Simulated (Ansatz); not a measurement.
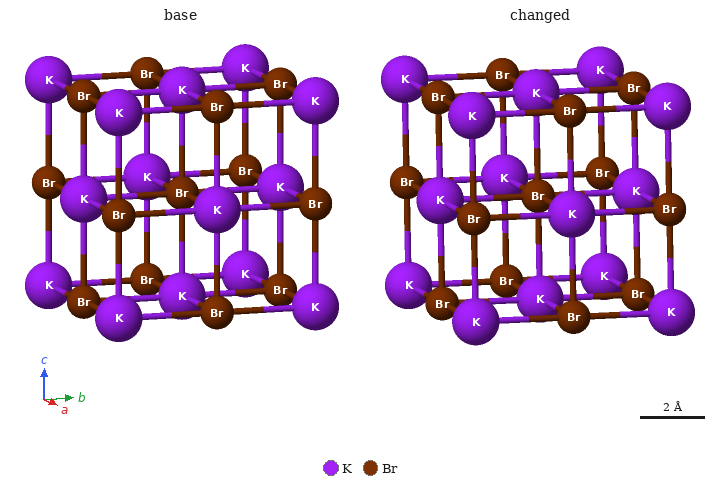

Left: a crystal of KBr (set up in Fm-3m). Right: the same structure after one change, at the same scale. The picture is a ball-and-stick view of the conventional cell (4 times the calculation's cell), seen slightly off an axis. Lengths and directions refer to the drawn axes.

The calculation used Ansatz, DFT, r2SCAN, PAW with Ansatz's default frozen-core files, scalar-relativistic. Set-up: plane-wave cutoff 500 eV; k-point mesh 7 × 7 × 7; occupations fermi dirac; smearing width 0.02 eV; no spin polarisation.

Which change leads from the left to the right?

The cell is strained by −3.0 % along [1 1 1] and +1.5 % across it (volume −0.1 %), the atoms keeping their fractional coordinates. No relaxation follows.

And its effect?

The space group (tolerance 0.01 Å) goes from Fm-3m (No. 225) to R-3m (No. 166). Energy change: +1.5 meV per atom. The pressure goes from 0.1 to 0.1 GPa. The principal stresses (compression positive) are 0.4 GPa along [1 1 1] and none across it. All forces vanish by symmetry.
